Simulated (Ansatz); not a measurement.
**graphene monolayer: molecular dynamics, part 1 of 2**

The plan is to see how the atoms of the slab or sheet move when hot. The start is relaxed first. Runs: 90 steps of 1.5 fs under a Langevin thermostat at 500 K; 140 steps of 1 fs at constant energy, with velocities drawn for 750 K. The slab cell is 3×3, 1 layer thick.

Method: DFT PBE+D3(BJ), plane waves, PAW, scalar-relativistic, no spin polarisation, in Ansatz 0.2.0.

## (1) The system as given

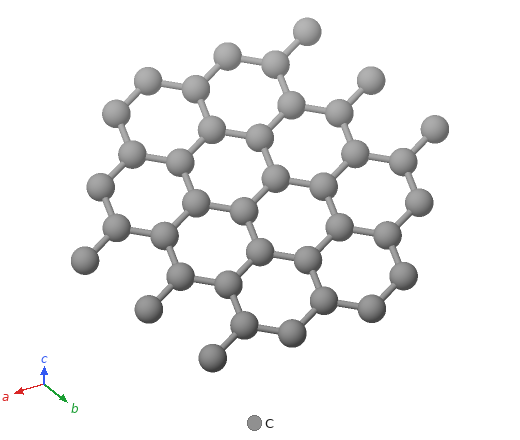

The starting structure, seen from above, slightly tilted (carbon grey). Each atom of the cell is drawn once, with copies of the slab's atoms added to fill out the patch.

Its coordinates follow in the input file.

## (2) Preparing the start

Input file input.yaml:

```yaml
crystal:
  lattice:
    - [7.398, 0.0, 0.0]
    - [-3.699, 6.406856, 0.0]
    - [0.0, 0.0, 12.0]
  atoms:
    - { symbol: C, position: [0.0, 0.0, 0.0833333] }
    - { symbol: C, position: [0.2222222, 0.1111111, 0.0833333] }
    - { symbol: C, position: [0.0, 0.3333333, 0.0833333] }
    - { symbol: C, position: [0.2222222, 0.4444444, 0.0833333] }
    - { symbol: C, position: [0.0, 0.6666667, 0.0833333] }
    - { symbol: C, position: [0.2222222, 0.7777778, 0.0833333] }
    - { symbol: C, position: [0.3333333, 0.0, 0.0833333] }
    - { symbol: C, position: [0.5555556, 0.1111111, 0.0833333] }
    - { symbol: C, position: [0.3333333, 0.3333333, 0.0833333] }
    - { symbol: C, position: [0.5555556, 0.4444444, 0.0833333] }
    - { symbol: C, position: [0.3333333, 0.6666667, 0.0833333] }
    - { symbol: C, position: [0.5555556, 0.7777778, 0.0833333] }
    - { symbol: C, position: [0.6666667, 0.0, 0.0833333] }
    - { symbol: C, position: [0.8888889, 0.1111111, 0.0833333] }
    - { symbol: C, position: [0.6666667, 0.3333333, 0.0833333] }
    - { symbol: C, position: [0.8888889, 0.4444444, 0.0833333] }
    - { symbol: C, position: [0.6666667, 0.6666667, 0.0833333] }
    - { symbol: C, position: [0.8888889, 0.7777778, 0.0833333] }
basis:
  ecutwfc: 420.0
kpoints:
  mp_grid: { grid: [2, 2, 1] }
hamiltonian:
  xc: pbe
  dispersion: d3bj
scf:
  occupations: { method: fermi_dirac, width: 0.05 }
  lower_state_search: "off"
relax:
  f_tol: 0.08
  max_steps: 25
  adjacent_minimum: "off"
```

Command:

```sh
> ansatz run input.yaml --threads 1 --pin off --max-ram 3072MiB --backend cpu --events-out ev --progress --plain --runs-dir out
```

Standard output, shortened:

```text
Warning: RAYON_NUM_THREADS=1 ignored (pool sized by the plan → 1); use --threads N
[...]
Pseudopotentials: kind: paw
Pseudopotential: C, paw, valence charge 4, recommended cutoff 420 eV (normal), C.paw.azcp
Functional definition: PBE
[...]
Crystal: 18 atoms, lattice volume = 568.775 Å³
Basis set: ecut = 420 eV, 11177 PW (Γ), exchange–correlation on 100×100×162 points (8 copies of the dense FFT grid, shifted against one another)
Bands: 54, of which v1, the nominal top of the filled ones, is band 36 counted from 1 (35 counted from 0)
Symmetry: 216 space group operations
Space group: P6/mmm (ITA 191), of the structure as read, at distance tolerance 8.3e-5 Å
k-points: 2 of 4
[...]
SCF iter   1: F=—  HF=-4518.124016 eV  |F-HF|=—  |Δ(HF+E_count)|=         —  Δρ=2.29e-3  dr2=2.63e-2  ethr=1.77e-3  ⟨swp⟩=13.5  Hψ=817  notcnv=0  defer=8
[...]
SCF iter   6: F=-4518.122725 eV  HF=-4518.122725 eV  |F-HF|=2.41e-7  |Δ(HF+E_count)|=   1.32e-5  Δρ=1.60e-6  dr2=7.61e-9  ethr=1.39e-10  ⟨swp⟩=5.0  Hψ=376  notcnv=0
[...]
relax step   1: F+E_penalty+E_count = -4518.12272500 eV  Δ(F+E_penalty+E_count) = +0.000e0 eV  max|allowed force component| = 3.275e-17 eV/Å  Δτ_max = 0.0000 Å  (6 SCF iters, accepted)
SCF converged after 6 iterations
Free energy (F): -4518.122725 eV
[...]
E sigma→0 (E₀):  -4518.088068 eV
Entropy (-TS):   -0.069315 eV (-3.851 meV/atom)
Fermi energy:    -1.096828 eV
[...]
--- Forces (eV/Å), atoms counted from 1 ---
[...]
  atoms:
    - { symbol: C, position: [-2.1951746392892463e-17, -1.0922332690527818e-17, 0.08333333333333333] }
    - { symbol: C, position: [0.22222222222222224, 0.11111111111111109, 0.08333333333333333] }
    - { symbol: C, position: [-5.551115123125783e-17, 0.3333333333333333, 0.08333333333333333] }
    - { symbol: C, position: [0.2222222222222222, 0.4444444444444444, 0.08333333333333333] }
    - { symbol: C, position: [-5.551115123125783e-17, 0.6666666666666666, 0.08333333333333333] }
    - { symbol: C, position: [0.22222222222222218, 0.7777777777777778, 0.08333333333333333] }
    - { symbol: C, position: [0.33333333333333337, -1.0922332690527818e-17, 0.08333333333333333] }
    - { symbol: C, position: [0.5555555555555556, 0.11111111111111109, 0.08333333333333333] }
    - { symbol: C, position: [0.33333333333333337, 0.3333333333333333, 0.08333333333333333] }
    - { symbol: C, position: [0.5555555555555556, 0.4444444444444444, 0.08333333333333333] }
    - { symbol: C, position: [0.3333333333333333, 0.6666666666666666, 0.08333333333333333] }
    - { symbol: C, position: [0.5555555555555555, 0.7777777777777778, 0.08333333333333333] }
    - { symbol: C, position: [0.6666666666666667, -1.0922332690527818e-17, 0.08333333333333333] }
    - { symbol: C, position: [0.888888888888889, 0.11111111111111109, 0.08333333333333333] }
    - { symbol: C, position: [0.6666666666666666, 0.3333333333333333, 0.08333333333333333] }
    - { symbol: C, position: [0.888888888888889, 0.4444444444444444, 0.08333333333333333] }
    - { symbol: C, position: [0.6666666666666667, 0.6666666666666666, 0.08333333333333333] }
    - { symbol: C, position: [0.8888888888888888, 0.7777777777777778, 0.08333333333333333] }
```

Wall time 2.6 s (1 thread of Arm Neoverse V2, shared host); peak memory 0.56 GiB.

Symmetry fixes every atom, so the forces vanish and nothing can move.

## (3) Run 1

90 steps of 1.5 fs under a Langevin thermostat at 500 K, from the relaxed start.

Input file input.yaml:

```yaml
crystal:
  lattice:
    - [7.398, 0.0, 0.0]
    - [-3.699, 6.406856, 0.0]
    - [0.0, 0.0, 12.0]
  atoms:
    - { symbol: C, position: [0.0, 0.0, 0.08333333] }
    - { symbol: C, position: [0.22222222, 0.11111111, 0.08333333] }
    - { symbol: C, position: [0.0, 0.33333333, 0.08333333] }
    - { symbol: C, position: [0.22222222, 0.44444444, 0.08333333] }
    - { symbol: C, position: [0.0, 0.66666666, 0.08333333] }
    - { symbol: C, position: [0.22222222, 0.77777777, 0.08333333] }
    - { symbol: C, position: [0.33333333, 0.0, 0.08333333] }
    - { symbol: C, position: [0.55555556, 0.11111111, 0.08333333] }
    - { symbol: C, position: [0.33333333, 0.33333333, 0.08333333] }
    - { symbol: C, position: [0.55555556, 0.44444444, 0.08333333] }
    - { symbol: C, position: [0.33333333, 0.66666666, 0.08333333] }
    - { symbol: C, position: [0.55555555, 0.77777777, 0.08333333] }
    - { symbol: C, position: [0.66666667, 0.0, 0.08333333] }
    - { symbol: C, position: [0.88888889, 0.11111111, 0.08333333] }
    - { symbol: C, position: [0.66666667, 0.33333333, 0.08333333] }
    - { symbol: C, position: [0.88888889, 0.44444444, 0.08333333] }
    - { symbol: C, position: [0.66666667, 0.66666666, 0.08333333] }
    - { symbol: C, position: [0.88888889, 0.77777777, 0.08333333] }
basis:
  ecutwfc: 420.0
kpoints:
  mp_grid: { grid: [2, 2, 1] }
hamiltonian:
  xc: pbe
  dispersion: d3bj
scf:
  occupations: { method: fermi_dirac, width: 0.05 }
  lower_state_search: "off"
md:
  timestep: 1.5
  n_steps: 90
  ensemble: nvt_langevin
  temperature: 500.0
  initial_velocities: maxwell_boltzmann
  seed: 585204
  friction: 0.02
```

Command:

```sh
> ansatz run input.yaml --threads 1 --pin off --max-ram 3072MiB --backend cpu --events-out ev --progress --plain --runs-dir out
```

Standard output, shortened:

```text
Warning: md: disabling space-group detection — thermal motion breaks the input geometry's symmetry, so no spatial operation reduces the k-mesh or symmetrises the density; time reversal is kept, so that k and −k are solved as one point where they differ and the mesh holds both, and exact [...]
Warning: RAYON_NUM_THREADS=1 ignored (pool sized by the plan → 1); use --threads N
[...]
[... 3 set-up lines as earlier in the session ...]
[...]
Crystal: 18 atoms, lattice volume = 568.775 Å³
Basis set: ecut = 420 eV, 11177 PW (Γ), exchange–correlation on 100×100×162 points (8 copies of the dense FFT grid, shifted against one another)
Bands: 54, of which v1, the nominal top of the filled ones, is band 36 counted from 1 (35 counted from 0)
Symmetry: 1 space group operations
k-points: 4
[...]
SCF iter   1: F=—  HF=-4518.124652 eV  |F-HF|=—  |Δ(HF+E_count)|=         —  Δρ=2.31e-3  dr2=2.69e-2  ethr=1.77e-3  ⟨swp⟩=14.2  Hψ=1699  notcnv=0  defer=12
[...]
md step     0: t =     0.00 fs  T =   472.2 K  F+E_penalty+E_count = -4518.12272500 eV  E_kin = 1.098710 eV  (7 SCF iters)
[...]
md step     2: t =     3.00 fs  T =   362.0 K  F+E_penalty+E_count = -4517.83790921 eV  E_kin = 0.842199 eV  (9 SCF iters)
[...]
md step     4: t =     6.00 fs  T =   226.8 K  F+E_penalty+E_count = -4517.37652049 eV  E_kin = 0.527639 eV  (7 SCF iters)
[...]
md step     6: t =     9.00 fs  T =   240.5 K  F+E_penalty+E_count = -4517.28988313 eV  E_kin = 0.559547 eV  (6 SCF iters)
[...]
md step     8: t =    12.00 fs  T =   298.0 K  F+E_penalty+E_count = -4517.39133740 eV  E_kin = 0.693338 eV  (6 SCF iters)
md step     9: t =    13.50 fs  T =   284.1 K  F+E_penalty+E_count = -4517.37342240 eV  E_kin = 0.660911 eV  (7 SCF iters)
md step    10: t =    15.00 fs  T =   287.0 K  F+E_penalty+E_count = -4517.33137231 eV  E_kin = 0.667857 eV  (10 SCF iters)
```

## (4) The log goes on: dynamics from the start

Output, continued, shortened:

```text
md step    11: t =    16.50 fs  T =   299.3 K  F+E_penalty+E_count = -4517.29122425 eV  E_kin = 0.696459 eV  (7 SCF iters)
[...]
md step    27: t =    40.50 fs  T =   404.2 K  F+E_penalty+E_count = -4517.37218182 eV  E_kin = 0.940557 eV  (8 SCF iters)
[...]
md step    43: t =    64.50 fs  T =   414.6 K  F+E_penalty+E_count = -4517.19910280 eV  E_kin = 0.964601 eV  (6 SCF iters)
[...]
md step    59: t =    88.50 fs  T =   346.5 K  F+E_penalty+E_count = -4517.19493265 eV  E_kin = 0.806196 eV  (8 SCF iters)
[...]
md step    89: t =   133.50 fs  T =   414.6 K  F+E_penalty+E_count = -4517.57556660 eV  E_kin = 0.964726 eV  (7 SCF iters)
[...]
md step    90: t =   135.00 fs  T =   481.2 K  F+E_penalty+E_count = -4517.60565793 eV  E_kin = 1.119686 eV  (8 SCF iters)
SCF converged after 8 iterations
Free energy (F): -4517.605658 eV
[...]
E sigma→0 (E₀):  -4517.602077 eV
Entropy (-TS):   -0.007161 eV (-0.398 meV/atom)
Fermi energy:    -1.095292 eV
[...]
--- Forces (eV/Å), atoms counted from 1 ---
  atom   1  C      0.66492101    -0.49340416     0.19454164
  atom   2  C     -0.77336101    -0.74962920    -0.03149226
  atom   3  C      0.20084604    -1.67473713     0.07871620
  atom   4  C      0.61193052     0.65038511    -1.37663957
  atom   5  C     -0.74325666    -0.91777541     0.22472962
  atom   6  C      0.25093653     0.58839468    -0.81871916
  atom   7  C     -0.67437381     0.94432911    -0.03219347
  atom   8  C      0.36000441    -1.33285938     0.18157444
[...]
--- MD trajectory: 90 steps, t = 0.0 → 135.0 fs ---
  final state: T = 481.2 K   F+E_penalty+E_count = -4517.60565793 eV   E_kin = 1.119686 eV
```

It took 7.8 min on 1 thread of Arm Neoverse V2, shared host; peak memory 0.66 GiB.

## (5) Frames and traces

The trajectory, every 7 steps (energies from step 0); msd is the mean square displacement from the start, the centre of mass held:

```csv
time (fs),T (K),potential energy change (meV/atom),msd C (Å²)
0.0,472,0.0,0.000
10.5,268,42.6,0.004
21.0,337,42.0,0.004
31.5,342,58.4,0.006
42.0,407,38.0,0.006
52.5,358,54.1,0.007
63.0,403,51.2,0.007
73.5,345,52.8,0.008
84.0,424,42.7,0.008
94.5,314,53.8,0.010
105.0,464,38.3,0.009
115.5,430,52.5,0.009
126.0,466,27.1,0.003
135.0,481,28.7,0.003
```

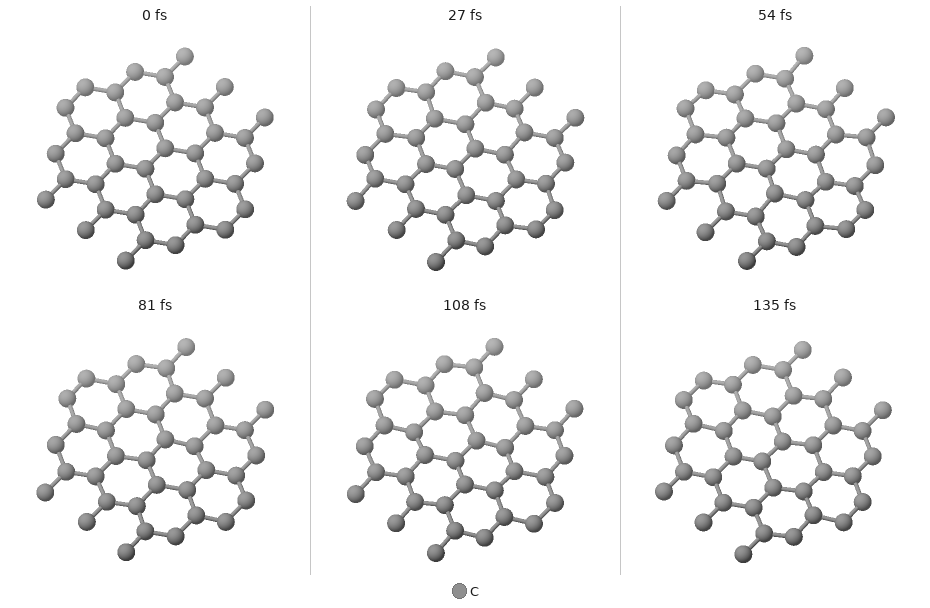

The system at six times, viewed from above, slightly tilted. Each atom of the cell is drawn once, with copies of the slab's atoms added to fill out the patch. Atoms are followed across the cell's faces. Sticks are the contacts of the first frame, kept unless stretched by 40 %.

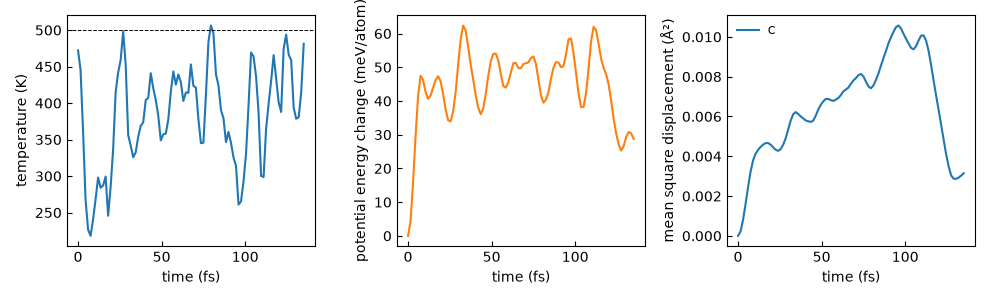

Time series of the run, each on its own scale. The dashed line is the set temperature.

## (6) Positions and forces

Positions (Å) and forces (eV/Å):

```xyz
18
Lattice="7.398 0.000 0.000 -3.699 6.407 0.000 0.000 0.000 12.000" Properties=species:S:1:pos:R:3:forces:R:3 pbc="T T T" time_fs=22.5 T=415 dE=0.6759
C     0.015    0.051    0.991   -0.228   -1.614   -0.671
C     1.235    0.766    0.988    1.675   -1.487    0.704
C    -1.210    2.141    0.971   -0.497   -0.430   -0.214
C    -0.003    2.863    0.980    0.844   -0.314   -0.331
C    -2.461    4.242    1.053   -1.357    2.055   -0.305
C    -1.258    5.005    1.065    1.137   -0.816   -0.868
C     2.499    0.015    1.055   -1.555    1.272    0.091
C     3.696    0.780    1.082    0.558   -2.546   -0.595
C     1.285    2.142    1.029   -1.819    1.308   -0.252
C     2.500    2.879    1.060   -1.615    0.528   -0.783
C    -0.032    4.278    0.902   -0.404    0.083    1.232
C     1.190    4.985    0.909    0.140    0.794    0.305
C     4.933   -0.019    1.014   -0.088    1.899   -0.696
C     6.187    0.713    0.914   -1.211    0.274    1.141
C     3.698    2.191    1.025    0.771   -1.373    0.351
C     4.940    2.841    0.989    0.692    1.113    0.226
C     2.415    4.292    0.941    2.624    0.523    0.471
C     3.673    5.023    0.992    0.334   -1.269    0.194
18
Lattice="7.398 0.000 0.000 -3.699 6.407 0.000 0.000 0.000 12.000" Properties=species:S:1:pos:R:3:forces:R:3 pbc="T T T" time_fs=45.0 T=420 dE=0.6801
C     0.015    0.036    0.965   -1.799   -0.799    0.065
C     1.185    0.774    0.990    0.966   -0.366    0.104
C    -1.231    2.184    1.016   -1.895    0.657    0.559
C    -0.041    2.955    0.979    1.391   -1.367   -0.149
C    -2.427    4.295    0.968   -2.550    0.477    0.413
C    -1.244    5.053    0.913    0.585   -0.402    0.646
C     2.410    0.051    1.023    1.653    0.821   -0.309
C     3.698    0.772    1.106   -0.769   -1.675   -0.820
C     1.181    2.208    0.980    0.230   -0.509    0.094
C     2.425    2.847    1.007   -0.416    2.150    0.744
C     0.041    4.354    0.943   -3.132   -0.498   -0.176
C     1.238    5.008    0.919    0.444    2.059    0.288
C     4.942    0.055    0.938   -0.600    0.355    0.999
C     6.159    0.776    0.999    0.411   -1.008   -0.490
C     3.666    2.167    1.159    0.672    0.102   -0.631
C     4.891    2.869    1.117    1.777    0.315   -0.855
C     2.423    4.296    1.009    2.344   -0.934   -0.565
C     3.690    5.000    0.979    0.689    0.620    0.082
18
Lattice="7.398 0.000 0.000 -3.699 6.407 0.000 0.000 0.000 12.000" Properties=species:S:1:pos:R:3:forces:R:3 pbc="T T T" time_fs=67.5 T=453 dE=0.8950
C    -0.040    0.087    0.952    0.392   -1.697   -0.097
C     1.241    0.738    0.989   -1.197    1.125    0.474
C    -1.242    2.224    0.986   -1.131   -0.149   -1.710
C    -0.008    2.871    0.822    0.755    0.754    1.843
C    -2.493    4.336    0.973    0.528    0.291   -0.892
C    -1.228    5.010    0.822    0.704    0.336    1.319
C     2.467    0.029    1.004   -0.021   -0.292   -0.731
C     3.663    0.767    1.021   -0.044   -0.358    0.261
C     1.221    2.153    1.069    0.628    0.638   -1.503
C     2.477    2.907    1.058   -2.804    0.175    0.006
C     0.038    4.319    0.825   -2.104    0.146    0.370
C     1.230    5.077    1.013   -0.562    0.006   -0.278
C     4.907    0.092    1.073   -0.154   -1.280   -1.099
C     6.126    0.778    0.923    1.156    1.060    1.431
C     3.631    2.176    1.008    2.583    1.811    0.126
C     4.893    2.965    0.948    0.398   -3.155    0.663
C     2.444    4.372    1.052    0.914   -1.851   -0.138
C     3.667    5.026    1.004   -0.037    2.439   -0.044
18
Lattice="7.398 0.000 0.000 -3.699 6.407 0.000 0.000 0.000 12.000" Properties=species:S:1:pos:R:3:forces:R:3 pbc="T T T" time_fs=90.0 T=361 dE=0.9246
C     0.045    0.101    1.058   -0.490   -2.013   -0.018
C     1.273    0.811    0.949   -1.154   -0.165   -0.279
C    -1.176    2.169    0.772   -1.247    1.334    2.190
C     0.018    2.908    0.957   -0.608    0.450   -1.835
C    -2.513    4.321    0.865    1.346   -0.810    0.835
C    -1.293    5.043    0.896    1.746    0.492   -0.866
C     2.464    0.067    0.863    1.042    0.007    0.462
C     3.714    0.778    0.872   -0.051   -1.272    0.425
C     1.244    2.227    0.923    1.002   -0.502    1.118
C     2.503    2.913    1.038   -1.461    0.881   -0.962
C    -0.056    4.346    0.854    0.613    0.196    1.240
C     1.185    5.068    0.985    0.908   -0.721    0.196
C     4.960    0.055    1.008   -1.141    1.036   -0.564
C     6.217    0.778    1.049   -0.429   -0.431   -1.162
C     3.687    2.189    0.901    2.160    1.199    0.239
C     4.974    2.918    0.845   -1.513   -1.553   -0.446
C     2.443    4.357    1.075    0.513   -1.089   -0.224
C     3.697    5.003    1.065   -1.237    2.962   -0.349
18
Lattice="7.398 0.000 0.000 -3.699 6.407 0.000 0.000 0.000 12.000" Properties=species:S:1:pos:R:3:forces:R:3 pbc="T T T" time_fs=112.5 T=365 dE=1.0977
C     0.058    0.048    1.015    0.677    0.076   -0.604
C     1.244    0.762    0.852    0.500    0.710    0.642
C    -1.214    2.216    0.896    1.030    0.221   -1.373
C     0.052    2.936    0.779   -1.594    0.643    2.137
C    -2.418    4.365    0.951    1.028   -2.367   -1.136
C    -1.208    5.074    0.812    1.733   -0.392    1.348
C     2.475    0.074    0.805    2.099   -0.077    0.082
C     3.796    0.790    0.818   -1.289   -1.840    0.694
C     1.200    2.214    0.903    3.412   -0.743   -1.133
C     2.482    2.913    0.896   -0.817   -0.544    0.838
C     0.102    4.341    0.976   -2.313    1.226   -1.569
C     1.301    5.062    1.076    0.486   -0.635   -0.842
C     5.056    0.082    0.950   -2.377    0.741    0.023
C     6.259    0.816    0.937   -1.341   -1.190    0.571
C     3.725    2.171    0.907    0.831    1.423   -1.020
C     4.955    2.883    0.823   -0.103    1.399    1.542
C     2.507    4.311    1.036    1.065    0.230    0.021
C     3.797    5.026    1.050   -3.026    1.116   -0.220
18
Lattice="7.398 0.000 0.000 -3.699 6.407 0.000 0.000 0.000 12.000" Properties=species:S:1:pos:R:3:forces:R:3 pbc="T T T" time_fs=135.0 T=481 dE=0.5171
C     0.097    0.073    0.857    0.665   -0.493    0.195
C     1.377    0.783    0.855   -0.773   -0.750   -0.032
C    -1.126    2.195    0.908    0.201   -1.675    0.079
C     0.100    2.868    0.906    0.612    0.650   -1.377
C    -2.331    4.339    0.900   -0.743   -0.918    0.225
C    -1.108    5.014    0.899    0.251    0.588   -0.819
C     2.606    0.044    0.895   -0.674    0.944   -0.032
C     3.803    0.777    0.920    0.360   -1.333    0.182
C     1.374    2.179    0.836    0.223    0.241    0.831
C     2.634    2.887    0.909   -2.260    1.289   -0.699
C     0.080    4.289    0.755    1.151    0.034    2.146
C     1.330    5.022    0.909    0.240   -1.507   -0.859
C     5.020   -0.016    0.971    0.476    2.661   -0.677
C     6.250    0.714    0.890    0.431    1.379    0.513
C     3.818    2.197    0.907    1.281   -0.427    0.149
C     5.074    2.921    0.920   -0.978    0.189   -0.154
C     2.600    4.349    0.877   -0.100   -0.914    0.505
C     3.820    5.055    0.898   -0.361    0.041   -0.176
```

On run 1: Against a set 500 K the second half averages 398 K with a spread of 63 K (in equilibrium 18 atoms would scatter by about 96 K, over a far longer run); 45 meV/atom has gone into potential energy, and a thermostat that acts over some 50 fs has not made it up in 135 fs. The farthest move is 0.22 Å, against a mean nearest distance of 1.4 Å at the start: no atom has changed site so far.

(Continued in part 2 of 2.)
